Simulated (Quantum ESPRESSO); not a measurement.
**SrO (Fm-3m): how pressure shifts the optical phonon**

By how much does an optical zone-centre mode of SrO (Fm-3m) shift under hydrostatic pressure?

Method: DFT PBE, scalar-relativistic, plane waves, GBRV ultrasoft pseudopotentials, in Quantum ESPRESSO 7.5.

The database entry behind the starting cell differs from later determinations by our own check (about 0.5 % short), so it need not match the best structure at ambient conditions.

## (1) The relaxed structure

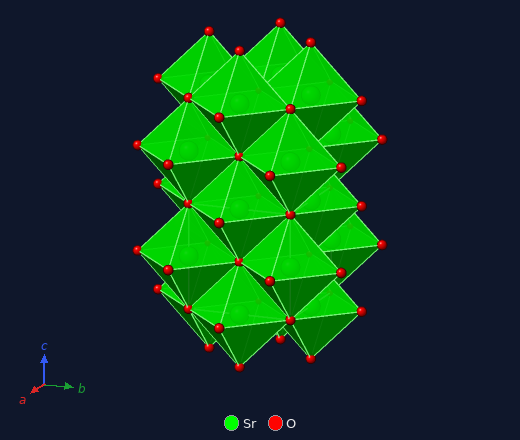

The cell as given, slightly off an axis (strontium green, oxygen red). 1×1×2 cells are drawn. This picture shows the conventional cell, with its axes. Some periodic images of atoms are drawn too.

This is the cell after its relaxation at this level of theory, not the database cell from which that began.

## (2) Runs at several volumes

The relaxed cell is scaled uniformly; in this structure symmetry fixes all atoms, so nothing has to be relaxed anew. Each volume gets a ground state and a response at Γ. The mode followed is the highest one without the macroscopic field, of symmetry T1u; longitudinal polar modes lie higher. Cutoff 55 Ry, k mesh 8×8×8.

From the response at V/V₀ = 0.94:

What it wrote:

```text
[banners, grids, parts of the stress and lines that vanish by symmetry left out]
Program PHONON v.7.5
     Reading xml data from directory:

[...]
Exchange-correlation= PBE
                           (   1   4   3   4   0   0   0)
[...]
kinetic-energy cut-off    =      55.0000  Ry
     charge density cut-off    =     440.0000  Ry
     convergence threshold     =      1.0E-18
[...]
Exchange-correlation= PBE
                           (   1   4   3   4   0   0   0)
[...]
q = (   0.0000000   0.0000000   0.0000000 )
     49 Sym.Ops. (with q -> -q+G )
     G cutoff = 1031.1649  (  34621 G-vectors)     FFT grid: ( 45, 45, 45)
     G cutoff =  515.5825  (  12195 G-vectors)  smooth grid: ( 36, 36, 36)
     number of k points=    29
[...]
Mode symmetry, O_h (m-3m)  point group:
[...]
Dielectric constant
[...]
End of electric fields calculation
          Dielectric constant in cartesian axis
          (       3.803114788       0.000000000       0.000000000 )
          (       0.000000000       3.803114788      -0.000000000 )
          (       0.000000000      -0.000000000       3.803114788 )
          Effective charges (d Force / dE) in cartesian axis without acoustic sum rule applied (asr)
           atom    1  Sr    Mean Z*:        2.46992
      Ex  (        2.46992        0.00000       -0.00000 )
      Ey  (        0.00000        2.46992       -0.00000 )
      Ez  (       -0.00000       -0.00000        2.46992 )
           atom    2  O     Mean Z*:       -2.46977
      Ex  (       -2.46977       -0.00000        0.00000 )
      Ey  (        0.00000       -2.46977        0.00000 )
      Ez  (       -0.00000        0.00000       -2.46977 )
          Effective charges Sum: Mean:        0.00014
[...]
Effective charges (d Force / dE) in cartesian axis with asr applied:
           atom    1  Sr    Mean Z*:        2.46985
[...]
atom    2  O     Mean Z*:       -2.46985
[...]
Representation #   1 modes #   1   2   3
[...]
End of self-consistent calculation
     Convergence has been achieved
     Representation #   2 modes #   4   5   6
[...]
End of self-consistent calculation
     Convergence has been achieved
[...]
Dielectric constant in cartesian axis
          (       3.803114788       0.000000000       0.000000000 )
          (       0.000000000       3.803114788      -0.000000000 )
          (       0.000000000      -0.000000000       3.803114788 )
          Effective charges (d Force / dE) in cartesian axis without acoustic sum rule applied (asr)
           atom    1  Sr    Mean Z*:        2.46992
      Ex  (        2.46992        0.00000       -0.00000 )
      Ey  (        0.00000        2.46992       -0.00000 )
      Ez  (       -0.00000       -0.00000        2.46992 )
           atom    2  O     Mean Z*:       -2.46977
      Ex  (       -2.46977       -0.00000        0.00000 )
      Ey  (        0.00000       -2.46977        0.00000 )
      Ez  (       -0.00000        0.00000       -2.46977 )
          Effective charges Sum: Mean:        0.00014
[...]
Effective charges (d Force / dE) in cartesian axis with asr applied:
           atom    1  Sr    Mean Z*:        2.46985
[...]
atom    2  O     Mean Z*:       -2.46985
[...]
q = (    0.000000000   0.000000000   0.000000000 )
[...]
freq (    1) =       0.034693 [THz] =       1.157240 [cm-1]
     freq (    2) =       0.034693 [THz] =       1.157240 [cm-1]
     freq (    3) =       0.034693 [THz] =       1.157240 [cm-1]
     freq (    4) =       6.792846 [THz] =     226.584961 [cm-1]
     freq (    5) =       6.792846 [THz] =     226.584961 [cm-1]
     freq (    6) =       6.792846 [THz] =     226.584961 [cm-1]
[...]
Mode symmetry, O_h (m-3m)  point group:
     freq (   1-   3) =          1.2  [cm-1]   --> T_1u G_15  G_4- I
     freq (   4-   6) =        226.6  [cm-1]   --> T_1u G_15  G_4- I

   JOB DONE.
```

One volume, V/V₀ = 0.97, is held back as a test.

```
V/V₀  volume (Å³/atom)  pressure (GPa)   ω (cm⁻¹)
0.94            16.484            5.93     226.58
0.97            17.010            2.68  held back
   1            17.536           -0.08     189.94
1.03            18.062           -2.42     171.88
1.06            18.588           -4.40     153.76
```

## (3) The fit

The mode Grüneisen parameter is γ = −d ln ω / d ln V.

```
ln(V/V₀)    ln ω
 -0.0619  5.4231
  0.0000  5.2467
  0.0296  5.1468
  0.0583  5.0354
```

A straight line through these points has the slope -3.191, so γ = 3.19; at V/V₀ = 0.97 it predicts ω = exp(5.2337 + 0.0972) = 206.63 cm⁻¹.

A parabola of pressure against ln V through V/V₀ = 0.97, 1 and 1.03 gives the bulk modulus B = −dP/d ln V = 85 GPa at V₀. With ω₀ from the fitted line the pressure coefficient follows as dω/dP = γ ω₀ / B = 3.19 × 187.5 / 85 = 7.06 cm⁻¹/GPa.

## (4) The run that was held back

What it wrote:

```text
[banners, grids, parts of the stress and lines that vanish by symmetry left out]
[banner, memory and clock lines left out]
Program PHONON v.7.5

[...]
Exchange-correlation= PBE
                           (   1   4   3   4   0   0   0)
[...]
kinetic-energy cut-off    =      55.0000  Ry
     charge density cut-off    =     440.0000  Ry
     convergence threshold     =      1.0E-18
[...]
Exchange-correlation= PBE
                           (   1   4   3   4   0   0   0)
[...]
q = (   0.0000000   0.0000000   0.0000000 )
     49 Sym.Ops. (with q -> -q+G )
     G cutoff = 1052.9896  (  35749 G-vectors)     FFT grid: ( 45, 45, 45)
     G cutoff =  526.4948  (  12627 G-vectors)  smooth grid: ( 36, 36, 36)
     number of k points=    29
[...]
Mode symmetry, O_h (m-3m)  point group:
[...]
Dielectric constant
[...]
End of electric fields calculation
          Dielectric constant in cartesian axis
          (       3.788614475       0.000000000       0.000000000 )
          (       0.000000000       3.788614475      -0.000000000 )
          (      -0.000000000      -0.000000000       3.788614475 )
          Effective charges (d Force / dE) in cartesian axis without acoustic sum rule applied (asr)
           atom    1  Sr    Mean Z*:        2.45187
      Ex  (        2.45187        0.00000       -0.00000 )
      Ey  (        0.00000        2.45187        0.00000 )
      Ez  (       -0.00000        0.00000        2.45187 )
           atom    2  O     Mean Z*:       -2.45169
      Ex  (       -2.45169       -0.00000        0.00000 )
[...]
Representation #   1 modes #   1   2   3
[...]
End of self-consistent calculation
     Convergence has been achieved
     Representation #   2 modes #   4   5   6
[...]
End of self-consistent calculation
     Convergence has been achieved
[...]
Dielectric constant in cartesian axis
          (       3.788614475       0.000000000       0.000000000 )
          (       0.000000000       3.788614475      -0.000000000 )
          (      -0.000000000      -0.000000000       3.788614475 )
          Effective charges (d Force / dE) in cartesian axis without acoustic sum rule applied (asr)
           atom    1  Sr    Mean Z*:        2.45187
      Ex  (        2.45187        0.00000       -0.00000 )
      Ey  (        0.00000        2.45187        0.00000 )
      Ez  (       -0.00000        0.00000        2.45187 )
           atom    2  O     Mean Z*:       -2.45169
      Ex  (       -2.45169       -0.00000        0.00000 )
      Ey  (       -0.00000       -2.45169        0.00000 )
      Ez  (       -0.00000       -0.00000       -2.45169 )
          Effective charges Sum: Mean:        0.00018
[...]
Effective charges (d Force / dE) in cartesian axis with asr applied:
           atom    1  Sr    Mean Z*:        2.45178
[...]
atom    2  O     Mean Z*:       -2.45178
[...]
q = (    0.000000000   0.000000000   0.000000000 )
[...]
freq (    1) =       0.027137 [THz] =       0.905207 [cm-1]
     freq (    2) =       0.027137 [THz] =       0.905207 [cm-1]
     freq (    3) =       0.027137 [THz] =       0.905207 [cm-1]
     freq (    4) =       6.240757 [THz] =     208.169240 [cm-1]
     freq (    5) =       6.240757 [THz] =     208.169240 [cm-1]
     freq (    6) =       6.240757 [THz] =     208.169240 [cm-1]
[...]
Mode symmetry, O_h (m-3m)  point group:
     freq (   1-   3) =          0.9  [cm-1]   --> T_1u G_15  G_4- I
     freq (   4-   6) =        208.2  [cm-1]   --> T_1u G_15  G_4- I
```

It gives 208.17 cm⁻¹ against the predicted 206.63 cm⁻¹, a miss of 2 cm⁻¹.

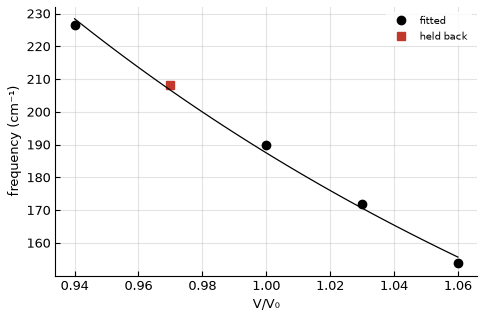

Frequency against volume, with the power-law fit.

## (5) Summary of results

```yaml
mode_grueneisen_parameter: 3.191
bulk_modulus: 84.7 GPa
pressure_coefficient: 7.06 cm⁻¹/GPa
```

In words: The highest optical mode of SrO (Fm-3m) without the LO-TO term stiffens by 7.06 cm⁻¹ a GPa near the relaxed volume, with γ = 3.19. The power law meets all 5 runs within 1.30 %; between neighbouring volumes γ runs from 2.70 to 3.88. Such a coefficient turns a measured shift of this mode into a hydrostatic stress; uniaxial or biaxial stress splits the mode and needs deformation potentials. These are harmonic values at zero temperature for the structure held cubic, which a run at Γ can't show to be stable; the bulk modulus rests on three points.

[Host names and launcher messages were left out of these logs when they were recorded.]

[Logs are printed without paths, hosts, clocks, repeated set-up lines and the standing remarks that a program may print on its own settings, such as how far it seeks lower states.]

[Hosts, paths, dates, database ids (printed as entryN), source tags and the programs' standing remarks are cut or masked in the printed files.]
